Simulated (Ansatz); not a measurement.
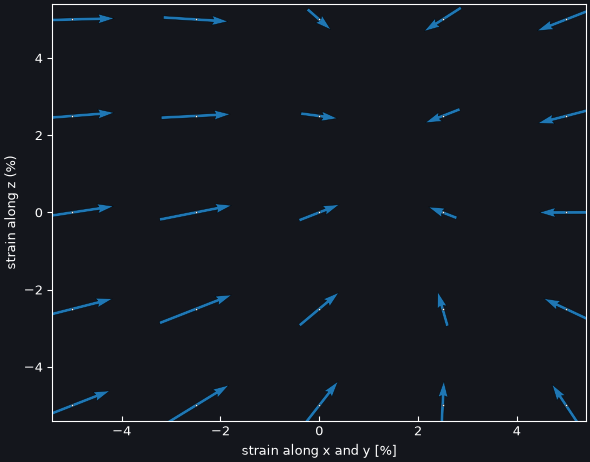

TaN (Fm-3m, No. 225; 2 atoms in the cell). The cell is strained homogeneously, by one strain along x and y and another along z, with fractional coordinates fixed (x, y and z along the cube axes). First axis: strain along x and y. Second axis: strain along z. The grid has 5 × 5 points. The reference cell is the one listed in the database, not relaxed at this level. Computed with Ansatz 0.2.0, DFT PBE, scalar-relativistic, plane waves, PAW. Settings: cutoff 420 eV, k-mesh 18×18×18, gaussian smearing 0.15 eV, no spin polarisation.

Drawn: dots at the grid points, arrows along the force (downhill), their lengths compressed.

### The arrows alone are given. Where is the energy lowest?

The arrows converge at about strain along x and y = 1.4 %, strain along z = 1.3 % (read from the interpolated surface).

The energy map of the same scan:

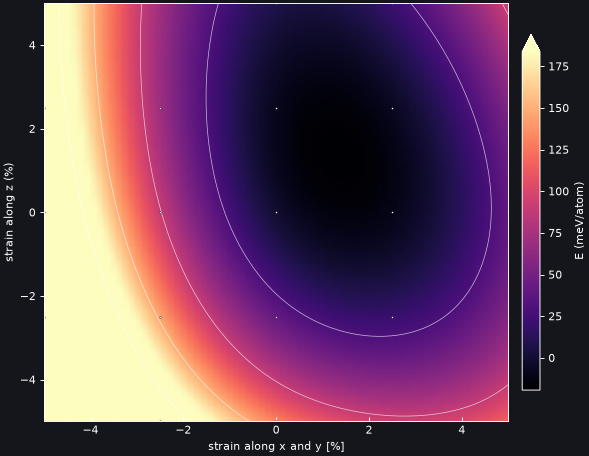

Energies are in meV/atom, from the unstrained cell; between grid points the surface is interpolated.
